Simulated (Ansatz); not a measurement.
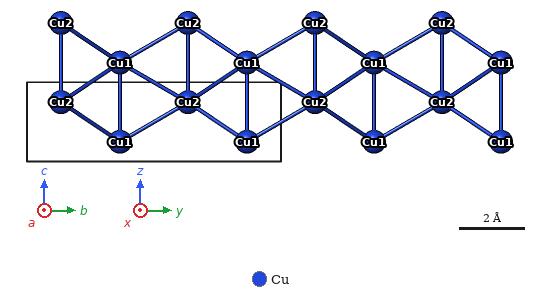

Energy scan for solid Cu (Cmcm), in which the cell is strained along z alone, with the atoms kept at their fractional coordinates. x, y and z are the Cartesian axes of the input. The picture shows the reference cell. A ball-and-stick model of the conventional cell (2 times the calculation's cell), repeated 1 × 1 × 1 with one cell outlined, repeated 2 × 2 × 2 with one cell outlined, seen along the a axis. Lengths and directions refer to the drawn axes.

The calculation used DFT PBEsol, scalar-relativistic, plane waves, PAW in Ansatz. Set-up: plane-wave cutoff 420 eV; k-point mesh 26 × 26 × 24; occupations gaussian; smearing width 0.15 eV; no spin polarisation. Energies (free energies at the smearing named) are counted from the relaxed crystal.

Input
```yaml
crystal:
  lattice:
    - [1.2147975457, -3.9598457492, 0.0]
    - [1.2147975457, 3.9598457492, 0.0]
    - [0.0, 0.0, 2.4677050569]
  atoms:
    - { symbol: Cu, position: [0.1338530444, 0.8661469556, 0.25] }
    - { symbol: Cu, position: [0.8661469556, 0.1338530444, 0.75] }
basis:
  ecutwfc: 420
kpoints:
  mp_grid: { grid: [26, 26, 24] }
hamiltonian:
  xc: pbesol
scf:
  occupations: { method: gaussian, width: 0.15 }
output:
  forces: true
  stress: true
  eigenvalues: true
  write_density: true
  write_potential: true
  elf: true
  volumetric_format: npy
```

Command:
```bash
ansatz run input.yaml --threads 1 --pin off --max-ram 2560MiB --backend cpu --events-out ev --progress --plain --runs-dir out
```

**What energies does the calculation give (the strain: −0.1500, −0.1125, −0.0750, −0.0375, 0.0000, 0.0375, 0.0750, 0.1125, 0.1312, 0.1500)?**

```
 strain  E − E(ref) (meV/atom)
−0.1500                    447
−0.1125                    215
−0.0750                     82
−0.0375                     18
 0.0000                      0
 0.0375                     13
 0.0750                     46
 0.1125                     92
 0.1312                    119
 0.1500                    147
```

Of the computed points the lowest is at the strain 0.00, 0 meV/atom. At the ends of the scan the energy is 447 meV/atom (−0.15) and 147 meV/atom (0.15). The distortion keeps the space group Cmcm. At the strain −0.15 the cell of the drawing goes c 2.468 → 2.098 Å.

As a plot:

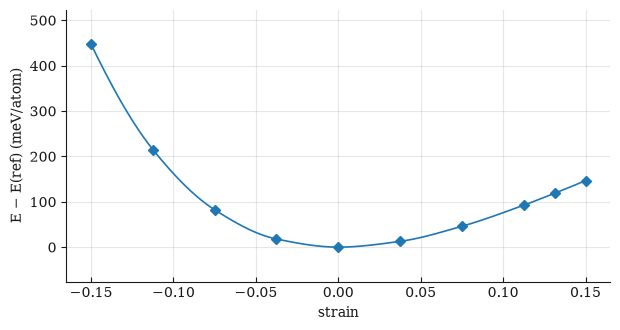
